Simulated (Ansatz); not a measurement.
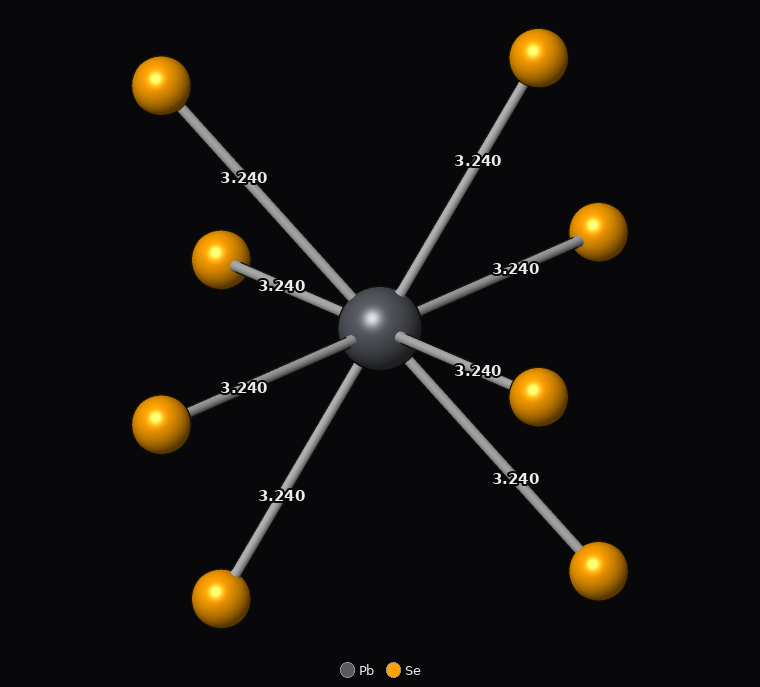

The surroundings of site Pb1 (at 0.000, 0.000, 0.000) in PbSe (Pm-3m, No. 221), with bond lengths in Å.

The cell is taken from coordinates from a relaxation with DFT, r2SCAN+rVV10, plane waves, PAW in Ansatz 0.2.0; the starting structure was generated, so it need not be a known form of this composition.

```
CELL_PARAMETERS angstrom
3.74152 0.00000 0.00000
0.00000 3.74152 0.00000
0.00000 0.00000 3.74152
ATOMIC_POSITIONS crystal
Pb 0.00000 0.00000 0.00000
Se 0.50000 0.50000 0.50000
```

Bond valence s = exp((R0 − d)/b), R0 fitted to published crystal structures with b = 0.37 Å; R0 in Å: Pb2+–Se 2.655.

**Calculate the bond-valence sum of Pb1 from the bonds drawn.**

8 × 0.206 = 1.65 v.u., against a formal valence of 2: underbonded (bonds long for this ion) by 0.35.

**And over the whole structure?**

```csv
site,"x, y, z",formal valence,bond-valence sum,difference
Pb1,"0.000, 0.000, 0.000",+2,1.64,-0.36
Se1,"0.500, 0.500, 0.500",−2,1.64,-0.36
```

These sums include all anions within 5 Å. The global instability index (root mean square of the differences over all atoms) is 0.36 v.u.: above 0.2, which by the usual rule of thumb marks a strained structure.
